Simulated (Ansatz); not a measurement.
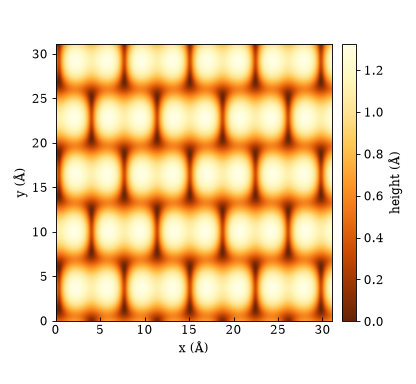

Simulated STM image (constant-current image at a set point of 6.5 × 10⁻⁹ e/Å³, sample bias +0.50 V).

Tersoff–Hamann simulation (s-wave tip); biases are sample biases. Bias windows are sharp sums over the levels of the k mesh.

Question: Read the surface lattice from the image: type, spacings and angle.

Answer: The pattern repeats on a hexagonal lattice with shortest vectors of 7.4 Å at 60° (or 120°), a cell of 47.4 Å², with 2 maxima above 60 % of the range in each cell.

The surface:

Monolayer carbon (graphene) with one adsorbed N in a 3 × 3 cell. The brightest spots lie over points 1.8 Å to the side of the adsorbed N atom; the darkest points are over points 2.1 Å to the side of the adsorbed N atom.

Level of theory: DFT PBE+D3(BJ), scalar-relativistic, plane waves, PAW in Ansatz. Cutoff 600 eV, 9 × 9 k-points, Gaussian smearing 0.05 eV, dipole correction. The adsorbates repeat every 7.4 Å and interact, so states at the Fermi level and the work function belong to this dense array. The adsorbate kept the symmetry of its starting site, so it may sit on a saddle point. Collinear spin, net moment 0.9 μB a cell; the stability of this spin state wasn't checked. The run couldn't confirm all of its levels under its output density. The run warns that the functional's potential is rough in the thin density of the vacuum, where the tip is; weak contrasts and barriers may feel it.
